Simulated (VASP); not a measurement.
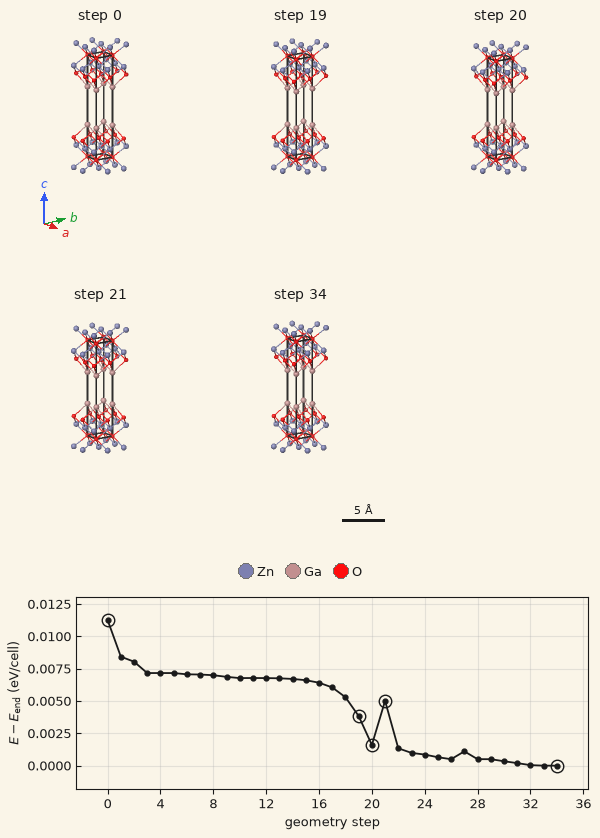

Frames of a relaxation of crystalline Zn2Ga2O3 (a generated structure, set up in P-3m1), marked on the history of the run. Style: ball-and-stick. Shown: the cell of the calculation, slightly off an axis.

The run lets cell and atoms move.

Method: VASP 6.6.1, Kohn-Sham DFT of a periodic cell, PBE, VASP PAW PBE potentials, recommended.

Input
```
SYSTEM = Zn2Ga2O3
ALGO     = Normal         ! electronic algorithm
EDIFF    = 1E-6           ! SCF threshold, eV
EDIFFG   = -0.01          ! ionic threshold
ENCUT    = 520            ! plane-wave cutoff, eV
GGA      = PE             ! functional
IBRION   = 2              ! ionic algorithm
ISIF     = 3              ! what is computed and relaxed
ISMEAR   = 0              ! smearing method
KPAR     = 4            
LASPH    = .True.         ! aspherical terms in the spheres
LCHARG   = .False.        ! write CHGCAR
LREAL    = .False.        ! projectors in reciprocal space
LWAVE    = .False.        ! write WAVECAR
NELM     = 120            ! most SCF steps
NSW      = 90             ! ionic steps
PREC     = Accurate       ! precision mode
SIGMA    = 0.03           ! smearing width, eV
```

Command:
```bash
cat potpaw_PBE.64/Zn/POTCAR potpaw_PBE.64/Ga_d/POTCAR potpaw_PBE.64/O/POTCAR > POTCAR
mpirun -np 4 vasp_std > vasp.out
```

Q: Describe the path.

A: The energy falls by 11.3 meV per cell of the calculation in 34 geometry steps. The largest force component goes from 0.08 to 0.0097 eV/Å. The pressure goes from 0.12 to −0.08 GPa. The largest moves relative to the cell, 0.21 Å, are those of Ga atoms. Largest moves by element: Ga 0.21 Å, O 0.14 Å, Zn 0.07 Å. The volume changes by −5.3 %, with a = b 3.081 → 3.068 Å (−0.4 %), c 12.519 → 11.960 Å (−4.5 %). The space group stays P-3m1 (No. 164). From step 0 to 19: Ga atoms move most (0.08 Å), volume −1.9 %, energy −7.4 meV per cell of the calculation. From step 19 to 20: Ga atoms move most (0.06 Å), volume −1.6 %, energy −2.2 meV per cell of the calculation. From step 20 to 21: Ga atoms move most (0.12 Å), volume −3.4 %, energy +3.4 meV per cell of the calculation. From step 21 to 34: Ga atoms move most (0.05 Å), volume +1.6 %, energy −5.0 meV per cell of the calculation.

```csv
step,"E − E(0), meV/atom","largest force component, eV/Å","pressure, GPa","volume, Å³/atom"
0,0.00,0.0804,0.12,14.700
1,-0.40,0.0498,-0.16,14.723
2,-0.46,0.0671,-0.32,14.735
3,-0.59,0.0307,0.02,14.675
4,-0.59,0.0276,0.06,14.669
5,-0.59,0.0288,0.05,14.671
6,-0.60,0.0125,-0.01,14.678
7,-0.60,0.0173,-0.02,14.681
8,-0.61,0.0176,-0.02,14.678
9,-0.63,0.0192,0.01,14.668
10,-0.64,0.0600,0.02,14.648
11,-0.64,0.0466,-0.06,14.654
13,-0.64,0.0537,-0.02,14.650
14,-0.65,0.0530,-0.05,14.646
15,-0.66,0.0520,-0.02,14.639
16,-0.69,0.0499,-0.01,14.624
18,-0.85,0.0361,-0.05,14.535
19,-1.06,0.0280,-0.04,14.416
20,-1.38,0.0362,0.01,14.179
21,-0.89,0.0723,0.38,13.703
23,-1.47,0.0387,0.21,14.022
24,-1.49,0.0327,0.13,14.014
25,-1.52,0.0300,0.10,13.997
26,-1.54,0.0298,-0.11,13.964
28,-1.54,0.0306,-0.11,13.956
29,-1.54,0.0301,-0.11,13.960
30,-1.56,0.0223,-0.05,13.951
31,-1.58,0.0165,-0.01,13.939
33,-1.61,0.0103,-0.04,13.923
34,-1.61,0.0097,-0.08,13.925
```

Limits of the set-up: layers or molecules are held without a dispersion correction, so their spacing is unreliable.
